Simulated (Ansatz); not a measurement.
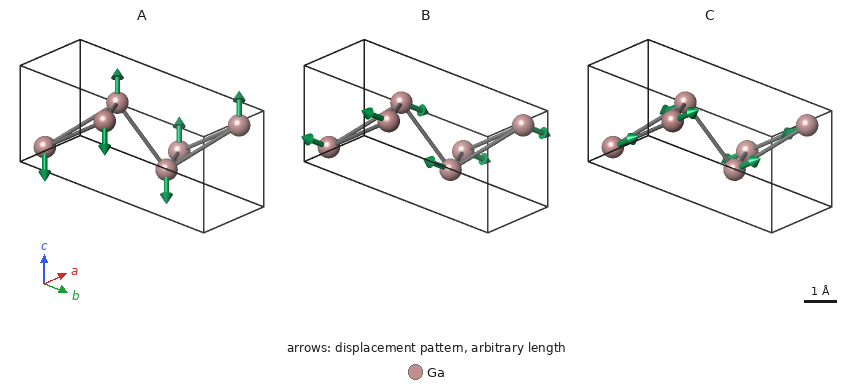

Three optical modes of crystalline Ga at 1.02 times its rest volume at the zone centre, in no order. Displacements are drawn as green arrows; their common scale and sign are arbitrary. Style: ball-and-stick. Shown: the conventional cell (2 times the calculation's cell), from a free direction. Lengths and directions refer to the drawn axes.

All numbers below come from DFT PBEsol, scalar-relativistic, plane waves, PAW in Ansatz 0.2.0. Settings: plane-wave cutoff 420 eV; k-point mesh 16 × 16 × 14; occupations fermi dirac; smearing width 0.15 eV; no spin polarisation.

The frequencies depend somewhat on the k-mesh and the smearing.

### Order them from the lowest to the highest frequency (imaginary ones first).

C (45 cm⁻¹), A (116 cm⁻¹), B (183 cm⁻¹). C, B₁g: All motion is along a; atoms of one kind move against one another, with no net shift of their sublattice. A, B₃g: All motion is along c; atoms of one kind move against one another, with no net shift of their sublattice. B, A_g: All motion is along b; atoms of one kind move against one another, with no net shift of their sublattice. The crystal is metallic in this run.
